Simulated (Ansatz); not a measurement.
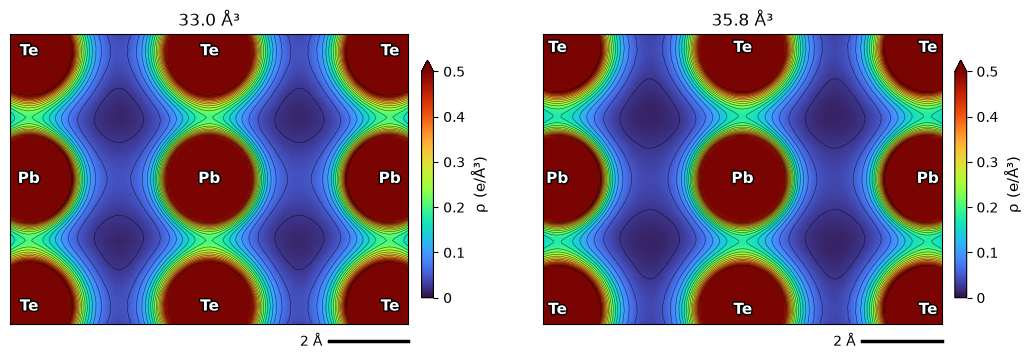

TePb. The valence electron density of cells scaled evenly to different volumes (given per atom above each panel), on the (11̄0) plane of each (indices in the axes of the cell below), at one length scale and on one colour scale.

The calculation used Ansatz 0.2.0, Kohn-Sham DFT of a periodic cell, BLYP with D3(BJ), Ansatz PAW.

In a PAW calculation such maps are meaningful between the atoms, not at the nuclei.

The largest cell:

```
Pb Te
1.0
     0.00000    3.29437    3.29437
     3.29437    0.00000    3.29437
     3.29437    3.29437    0.00000
Pb Te
1 1
Direct
  0.00000 0.00000 0.00000
  0.50000 0.50000 0.50000
```

| volume (Å³/atom) | Te–Pb contact in the plane (Å) | ρ at its midpoint (e/Å³) | pressure (GPa) | gap on the mesh (eV) | 
| --- | --- | --- | --- | --- |
| 33.05 | 3.209 | 0.204 | 1.5 | 1.06 | 
| 33.73 | 3.231 | ? | ? | ? | 
| 35.75 | 3.294 | 0.180 | −1.0 | 1.16 | 

### What values belong in the row with question marks?

Over the known rows ln ρ falls by 1.47 per Å of Te–Pb distance (the line through the two), which gives 0.197 e/Å³ at 3.231 Å; the calculation gives 0.198 e/Å³. For the pressure, a straight line in volume between the neighbouring rows gives 0.9 GPa; the calculation gives 0.5, lower because pressure rises ever faster on compression. For the gap on the mesh, a straight line in volume between the neighbouring rows gives 1.09 eV; the calculation gives 1.09.
